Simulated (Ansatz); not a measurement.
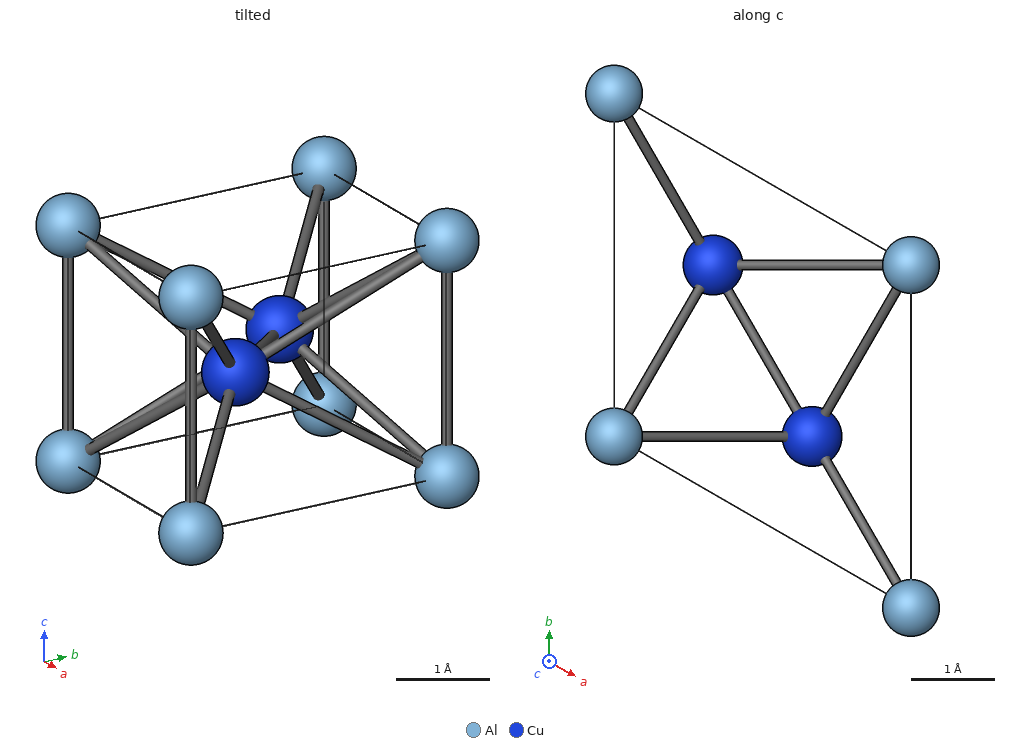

An orthographic ball-and-stick view of the structure, slightly off an axis and along the c axis. Lines trace the edges of the conventional unit cell. Cell: a = 4.17 Å, b = 4.17 Å, c = 2.59 Å, α = 90.00°, β = 90.00°, γ = 120.00°.

The cell started as a structure type filled with these elements by a generator (whether the compound takes this form wasn't checked). Earlier steps of the study, as a rule a relaxation of our own, may have changed the cell and positions, so they can lie some per cent off the listed ones. It was run through Ansatz as a DFT input.

**What can be read from this drawing?**

The structure is one of AlCu$_{2}$. Its lattice is primitive hexagonal, its space group P6/mmm (No. 191). The arrangement is known as AlB₂ type. Cell content: 1 Al, 2 Cu, that is 1 formula unit. The neighbours of Al are twelve Cu and two Al (about 2.7 Å to Cu, 2.6 Å to Al). Each Cu is bonded to six Al and five Cu (about 2.7 Å to Al, 2.4 to 2.6 Å to Cu). The bonds build a three-dimensional framework.

Electronic-structure method: DFT PBE, scalar-relativistic, plane waves, PAW (Ansatz). Parameters: a kinetic-energy cutoff of 420 eV, 12×12×18 k-mesh, Gaussian smearing of 0.1 eV, no spin polarisation.

**Predict the gap.**

A metal: bands cross the Fermi level.

**How are the electrons shared out in a Bader analysis?**

Al +0.98 e; Cu -0.49 e.

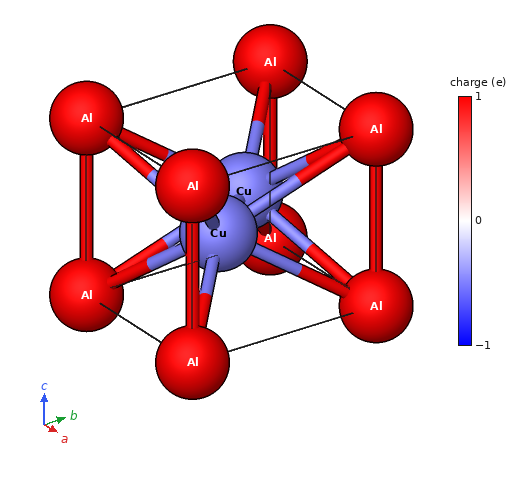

The atoms coloured by those charges. The run's cell of 3 atoms is drawn.

**Are forces and stress small enough to call this relaxed?**

Yes. All forces vanish to within 0.01 eV/Å. The pressure is 0.0 GPa, close to zero.
